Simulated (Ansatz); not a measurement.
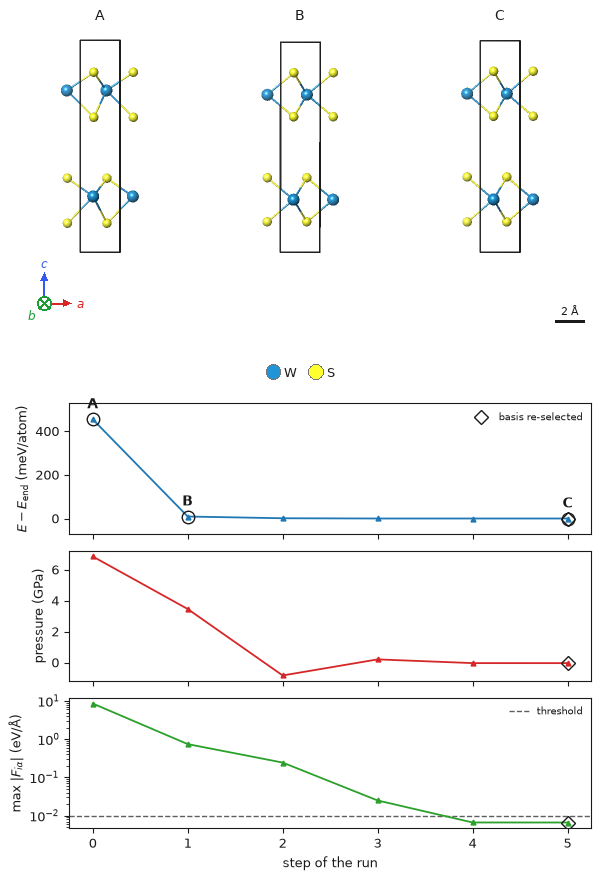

Frames of a relaxation of crystalline WS₂ (set up in P1), marked on the history of the run. A ball-and-stick model of the cell of the calculation, seen along the b axis.

Case: all S atoms moved 0.3 Å in one direction; relaxed back.

Computed with DFT PBE, scalar-relativistic, plane waves, PAW in Ansatz 0.2.0.

Input
```yaml
crystal:
  lattice:
    - [3.1877810965, 0.0, 0.0]
    - [-1.5938905483, 2.7606994113, 0.0]
    - [0.0, 0.0, 14.7749686149]
  atoms:
    - { symbol: W, position: [0.3241420629, 0.6583859911, 0.2634034617] }
    - { symbol: W, position: [0.6574753962, 0.3250526577, 0.7634034617] }
    - { symbol: S, position: [0.3379289685, 0.6708070045, 0.636967942] }
    - { symbol: S, position: [0.6712623019, 0.3374736711, 0.136967942] }
    - { symbol: S, position: [0.3379289685, 0.6708070045, 0.8496285964] }
    - { symbol: S, position: [0.6712623019, 0.3374736711, 0.3496285964] }
basis:
  ecutwfc: 420
kpoints:
  mp_grid: { grid: [12, 12, 2] }
hamiltonian:
  xc: pbe
scf:
  occupations: { method: gaussian, width: 0.05 }
output:
  forces: true
  stress: true
  eigenvalues: true
relax:
  adjacent_minimum: "off"
  f_tol: 0.01
  max_steps: 80
  cell: { stress_tol: 0.1 }
```

Run as
```bash
ansatz run input.yaml --threads 2 --pin off --max-ram 5120MiB --backend cpu --events-out ev --progress --plain --runs-dir out
```

What happens along the run?

Answer. The largest moves relative to the cell, 0.20 Å, are those of W1 and W2. W1 goes along [1 1 −2]. By element the largest moves are W 0.20 Å, S 0.10 Å. Cell: a = b 3.188 → 3.189 Å (0.0 %), c 14.775 → 14.737 Å (−0.3 %). Volume −0.2 %. Among the contacts that change: W1–S4 2.647 → 2.420 Å, W1–S6 2.207 → 2.420 Å, W1–S4 (another image) 2.625 → 2.420 Å, W2–S3 2.620 → 2.420 Å. Bond angles that change, for instance: S5–W2–S5 91.6° → 82.4°, W2–S5–W2 91.6° → 82.4°, S5–W2–S5 90.7° → 82.4°. The space group (tolerance 0.01 Å) goes from Cc (No. 9) to P6_3/mmc (No. 194). Over 4 accepted moves (5 points after the start) the energy falls by 454 meV per atom. Largest force component: 8.6 eV/Å at the start, 0.0066 eV/Å at the end. Pressure: 6.85 GPa at the start and −0.04 GPa at the end. At 1 point the geometry stayed and the basis and grid were re-selected for the new cell (energy shift of less than 0.05 meV per atom at most each time). The run took 2.9 min on 2 threads of Arm Neoverse V1, on a shared host, peak memory 0.72 GiB. From step 0 to 1: W atoms move most (0.20 Å), volume −1.1 %, energy −445 meV per atom. From step 1 to 5: S atoms move most (0.03 Å), volume +0.9 %, energy −9.1 meV per atom.

```
step  E − E(0), meV/atom  largest force component, eV/Å  pressure, GPa  volume, Å³/atom                      note
   0                0.00                         8.5879           6.85           21.671                          
   1             -445.39                         0.7451           3.46           21.430                          
   2             -453.33                         0.2449          -0.83           21.578                          
   3             -454.44                         0.0249           0.20           21.576                          
   4             -454.45                         0.0066          -0.04           21.626                          
   5             -454.45                         0.0066          -0.04           21.626  same geometry, new basis
```

Limits of the set-up: layers or molecules are held without a dispersion correction, so their spacing is unreliable.
